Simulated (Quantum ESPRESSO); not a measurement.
**Fields calculation of Ir (part 2 of 2)**

The same run, continued: Ir (P1, 4 atoms in the cell); Kohn-Sham DFT of a periodic cell, optB86b-vdW, PseudoDojo 0.5 SR PBE standard, no spin polarisation (Quantum ESPRESSO 7.5); cutoff 925.19 eV, 8×5×5 k-mesh, tetrahedra_opt. The structure derives from a Materials Project entry.

Geometry of the input (Å; fractional positions):
```
-2.7175  0.0302  0.0938
-0.0523  4.7584  -0.0568
1.5370  -2.3411  -4.4388
Ir 0.0281  0.8144  0.2641
Ir 0.6869  0.3646  0.2658
Ir 0.7027  0.2074  0.7173
Ir 0.5823  0.6136  0.7528
```

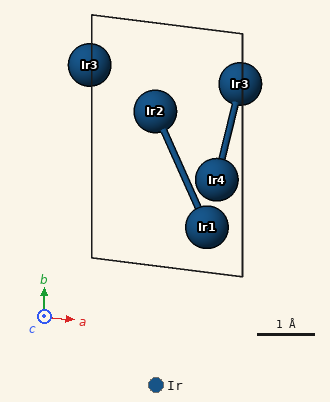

*The input geometry (ball-and-stick view of the cell of the calculation, set on other vectors, along the c axis; atoms are numbered from 1 in the order of the input). An atom can appear more than once, as a periodic image.*

File pp_density.out, continued:
```
     %%%%%%%%%%%%%%%%%%%%%%%%%%%%%%%%%%%%%%%%%%%%%%%%%%%%%%%%%%%%%%%%%%%%%%%%
     %                                                                      %
     % You are using vdW-DF, which was implemented by the Thonhauser group. %
     % Please cite the following two papers that made this development      %
     % possible and the two reviews that describe the various versions:     %
     %                                                                      %
     %   T. Thonhauser et al., PRL 115, 136402 (2015).                      %
     %   T. Thonhauser et al., PRB 76, 125112 (2007).                       %
     %   K. Berland et al., Rep. Prog. Phys. 78, 066501 (2015).             %
     %   D.C. Langreth et al., J. Phys.: Condens. Matter 21, 084203 (2009). %
     %                                                                      %
     % If you are calculating stress with vdW-DF, please also cite:         %
     %                                                                      %
     %   R. Sabatini et al., J. Phys.: Condens. Matter 24, 424209 (2012).   %
     %                                                                      %
     %%%%%%%%%%%%%%%%%%%%%%%%%%%%%%%%%%%%%%%%%%%%%%%%%%%%%%%%%%%%%%%%%%%%%%%%

     %%%%%%%%%%%%%%%%%%%%%%%%%%%%%%%%%%%%%%%%%%%%%%%%%%%%%%%%%%%%%%%%%%%%%%%%
     %                                                                      %
     %  vdW-DF NEWS:                                                        %
     %                                                                      %
     %  * vdW-DF3 is now available. DOI: 10.1021/acs.jctc.0c00471           %
     %    use with input_dft = 'vdW-DF3-opt1' or 'vdW-DF3-opt2'             %
     %                                                                      %
     %  * Unscreened and range-separated hybrid vdW-DF-cx functionals       %
     %    DOI: 10.1063/1.4986522 and 10.1088/1361-648X/ac2ad2               %
     %    use with input_dft = 'vdW-DF-cx0'    and 'vdW-DF-ahcx'            %
     %  * Unscreened and range-separated hybrid vdW-DF2-b86r functionals    %
     %    DOI: 10.1063/1.4986522 and DOI: 10.1103/PhysRevX.12.041003        %
     %    use with input_dft = 'vdW-DF2-br0' and 'vdW-DF2-ahbr'             %
     %                                                                      %
     %%%%%%%%%%%%%%%%%%%%%%%%%%%%%%%%%%%%%%%%%%%%%%%%%%%%%%%%%%%%%%%%%%%%%%%%

     Calling punch_plot, plot_num =   0
     Writing data to file  density.dat
     Reading data from file  density.dat

     Writing data to be plotted to file density.cube
     Plot Type: 3D                     Output format: Gaussian cube

=------------------------------------------------------------------------------=
   JOB DONE.
=------------------------------------------------------------------------------=
```

File pp_elf.out:
```
This program is part of the open-source Quantum ESPRESSO suite
     for quantum simulation of materials; please cite
         "P. Giannozzi et al., J. Phys.:Condens. Matter 21 395502 (2009);
         "P. Giannozzi et al., J. Phys.:Condens. Matter 29 465901 (2017);
         "P. Giannozzi et al., J. Chem. Phys. 152 154105 (2020);
          URL
     in publications or presentations arising from this work. More details at

     ./tmp/pwscf.save/

     IMPORTANT: XC functional enforced from input :
     Exchange-correlation= VDW-DF-OB86
                           (   1   4  24   0   1   0   0)
     Any further DFT definition will be discarded
     Please, verify this is what you really want

     G-vector sticks info
     --------------------
     sticks:   dense  smooth     PW     G-vecs:    dense   smooth      PW
     Sum        1003    1003    299                29189    29189    4851

     Using Slab Decomposition

     %%%%%%%%%%%%%%%%%%%%%%%%%%%%%%%%%%%%%%%%%%%%%%%%%%%%%%%%%%%%%%%%%%%%%%%%
     %                                                                      %
     % You are using vdW-DF, which was implemented by the Thonhauser group. %
     % Please cite the following two papers that made this development      %
     % possible and the two reviews that describe the various versions:     %
     %                                                                      %
     %   T. Thonhauser et al., PRL 115, 136402 (2015).                      %
     %   T. Thonhauser et al., PRB 76, 125112 (2007).                       %
     %   K. Berland et al., Rep. Prog. Phys. 78, 066501 (2015).             %
     %   D.C. Langreth et al., J. Phys.: Condens. Matter 21, 084203 (2009). %
     %                                                                      %
     % If you are calculating stress with vdW-DF, please also cite:         %
     %                                                                      %
     %   R. Sabatini et al., J. Phys.: Condens. Matter 24, 424209 (2012).   %
     %                                                                      %
     %%%%%%%%%%%%%%%%%%%%%%%%%%%%%%%%%%%%%%%%%%%%%%%%%%%%%%%%%%%%%%%%%%%%%%%%

     %%%%%%%%%%%%%%%%%%%%%%%%%%%%%%%%%%%%%%%%%%%%%%%%%%%%%%%%%%%%%%%%%%%%%%%%
     %                                                                      %
     %  vdW-DF NEWS:                                                        %
     %                                                                      %
     %  * vdW-DF3 is now available. DOI: 10.1021/acs.jctc.0c00471           %
     %    use with input_dft = 'vdW-DF3-opt1' or 'vdW-DF3-opt2'             %
     %                                                                      %
     %  * Unscreened and range-separated hybrid vdW-DF-cx functionals       %
     %    DOI: 10.1063/1.4986522 and 10.1088/1361-648X/ac2ad2               %
     %    use with input_dft = 'vdW-DF-cx0'    and 'vdW-DF-ahcx'            %
     %  * Unscreened and range-separated hybrid vdW-DF2-b86r functionals    %
     %    DOI: 10.1063/1.4986522 and DOI: 10.1103/PhysRevX.12.041003        %
     %    use with input_dft = 'vdW-DF2-br0' and 'vdW-DF2-ahbr'             %
     %                                                                      %
     %%%%%%%%%%%%%%%%%%%%%%%%%%%%%%%%%%%%%%%%%%%%%%%%%%%%%%%%%%%%%%%%%%%%%%%%

     Calling punch_plot, plot_num =   8
     Message from routine do_elf_kin:
     elf/kin + US not fully implemented
     Writing data to file  elf.dat
     Reading data from file  elf.dat

     Writing data to be plotted to file elf.cube
     Plot Type: 3D                     Output format: Gaussian cube

=------------------------------------------------------------------------------=
   JOB DONE.
=------------------------------------------------------------------------------=
```

File pp_potential_ks.out:
```
This program is part of the open-source Quantum ESPRESSO suite
     for quantum simulation of materials; please cite
         "P. Giannozzi et al., J. Phys.:Condens. Matter 21 395502 (2009);
         "P. Giannozzi et al., J. Phys.:Condens. Matter 29 465901 (2017);
         "P. Giannozzi et al., J. Chem. Phys. 152 154105 (2020);
          URL
     in publications or presentations arising from this work. More details at

     ./tmp/pwscf.save/

     IMPORTANT: XC functional enforced from input :
     Exchange-correlation= VDW-DF-OB86
                           (   1   4  24   0   1   0   0)
     Any further DFT definition will be discarded
     Please, verify this is what you really want

     G-vector sticks info
     --------------------
     sticks:   dense  smooth     PW     G-vecs:    dense   smooth      PW
     Sum        1003    1003    299                29189    29189    4851

     Using Slab Decomposition

     %%%%%%%%%%%%%%%%%%%%%%%%%%%%%%%%%%%%%%%%%%%%%%%%%%%%%%%%%%%%%%%%%%%%%%%%
     %                                                                      %
     % You are using vdW-DF, which was implemented by the Thonhauser group. %
     % Please cite the following two papers that made this development      %
     % possible and the two reviews that describe the various versions:     %
     %                                                                      %
     %   T. Thonhauser et al., PRL 115, 136402 (2015).                      %
     %   T. Thonhauser et al., PRB 76, 125112 (2007).                       %
     %   K. Berland et al., Rep. Prog. Phys. 78, 066501 (2015).             %
     %   D.C. Langreth et al., J. Phys.: Condens. Matter 21, 084203 (2009). %
     %                                                                      %
     % If you are calculating stress with vdW-DF, please also cite:         %
     %                                                                      %
     %   R. Sabatini et al., J. Phys.: Condens. Matter 24, 424209 (2012).   %
     %                                                                      %
     %%%%%%%%%%%%%%%%%%%%%%%%%%%%%%%%%%%%%%%%%%%%%%%%%%%%%%%%%%%%%%%%%%%%%%%%

     %%%%%%%%%%%%%%%%%%%%%%%%%%%%%%%%%%%%%%%%%%%%%%%%%%%%%%%%%%%%%%%%%%%%%%%%
     %                                                                      %
     %  vdW-DF NEWS:                                                        %
     %                                                                      %
     %  * vdW-DF3 is now available. DOI: 10.1021/acs.jctc.0c00471           %
     %    use with input_dft = 'vdW-DF3-opt1' or 'vdW-DF3-opt2'             %
     %                                                                      %
     %  * Unscreened and range-separated hybrid vdW-DF-cx functionals       %
     %    DOI: 10.1063/1.4986522 and 10.1088/1361-648X/ac2ad2               %
     %    use with input_dft = 'vdW-DF-cx0'    and 'vdW-DF-ahcx'            %
     %  * Unscreened and range-separated hybrid vdW-DF2-b86r functionals    %
     %    DOI: 10.1063/1.4986522 and DOI: 10.1103/PhysRevX.12.041003        %
     %    use with input_dft = 'vdW-DF2-br0' and 'vdW-DF2-ahbr'             %
     %                                                                      %
     %%%%%%%%%%%%%%%%%%%%%%%%%%%%%%%%%%%%%%%%%%%%%%%%%%%%%%%%%%%%%%%%%%%%%%%%

     Calling punch_plot, plot_num =   1
     Writing data to file  potential_ks.dat
     Reading data from file  potential_ks.dat

     Writing data to be plotted to file potential_ks.cube
     Plot Type: 3D                     Output format: Gaussian cube

=------------------------------------------------------------------------------=
   JOB DONE.
=------------------------------------------------------------------------------=
```

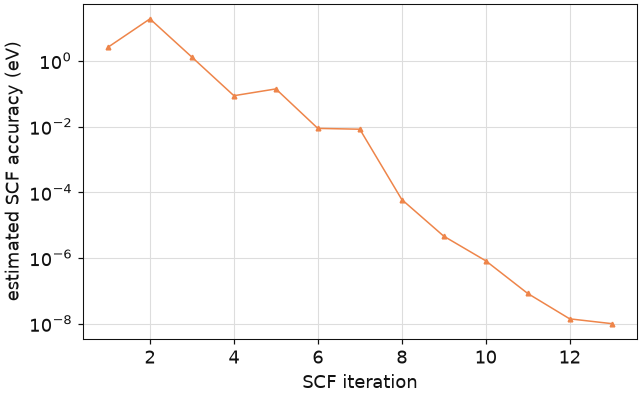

*Convergence of the self-consistent field: estimated SCF accuracy against the iteration.*

The field takes 13 iterations in all.

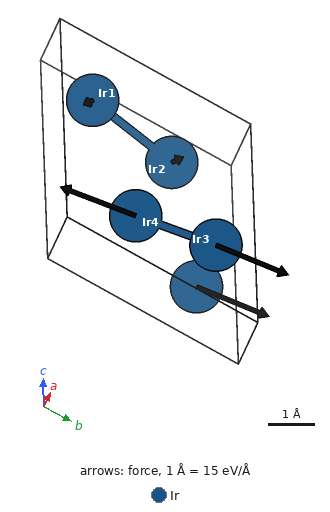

*Forces on the atoms as black arrows (ball-and-stick view of the cell of the calculation, set on other vectors, seen at an oblique angle; atoms are numbered from 1 in the order of the input).*

The largest act on Ir4 (27.54 eV/Å); Ir3 (26.64 eV/Å). The geometry is not a stationary point of this energy.

Results in brief:

- outcome: converged
- space group (tolerance 0.01 Å): P1 (1)
- electrons treated: 68
- free energy: −12527.9256 eV
- Fermi energy: 25.857 eV
- gap on the k-point mesh: none (metallic)
- pressure: 87.46 GPa
- largest force (length of the vector): 27.538 eV/Å
- hardware: 1 thread of Intel Xeon @ 2.90GHz (Ice Lake), 16 GiB of memory available, shared host
- wall time: 10 min
- peak memory: 0.35 GiB

Remarks:

Settings chosen away from the usual ones: diago_david_ndim set to 4; smearing set to tetrahedra_opt (from cold); width removed. Further notes kept with the run: potentials made for another functional. Notes on the run: BEWARE:  force calculation with tetrahedra (not recommanded); BEWARE: stress calculation with tetrahedra (not recommanded). Points of doubt noted for this run: potentials made for another functional. Spin–orbit coupling is left out, which matters for Ir.
